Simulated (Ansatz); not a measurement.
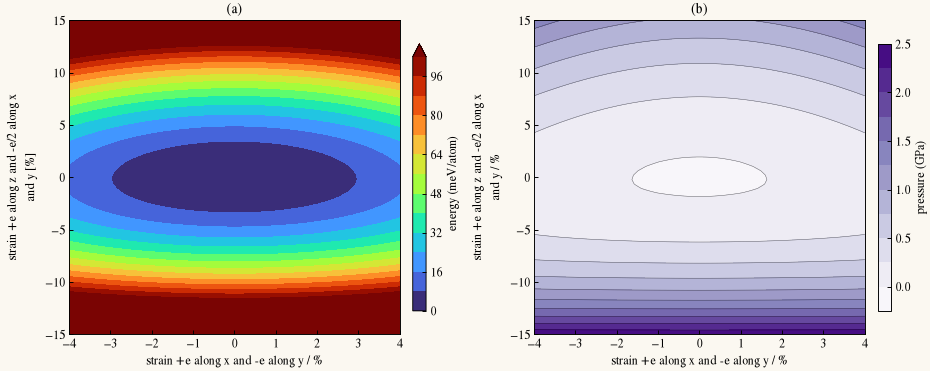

CdF2 (Fm-3m, No. 225; 3 atoms in the cell). The energy is mapped over two homogeneous strains (x, y and z along the cube axes). The first coordinate is: strain +e along x and -e along y; the second: strain +e along z and -e/2 along x and y. Nothing is relaxed (symmetry fixes all fractional coordinates). The scan uses a 9 × 9 grid; 45 points were computed and 36 follow by symmetry. Points are written as (first, second). Energies are in meV/atom, from the lowest grid point. These are results of DFT PBEsol, scalar-relativistic, plane waves, PAW (Ansatz 0.2.0), not measurements. Settings: cutoff 520 eV, k-mesh 8×8×8, gaussian smearing 0.05 eV, no spin polarisation.

Panel (a) is the energy; panel (b) is the computed pressure, in GPa.

Drawn: filled contours, one colour for all values above the top of the scale. Between grid points the surface is interpolated.

**How does the pressure vary over the map, and what is it at the lowest grid point?**

It runs from −0.02 GPa at (0 %, 0.00 %) to 2.44 GPa at (−4 %, −15.00 %). At the lowest grid point, (0 %, 0.00 %), it is −0.02 GPa.
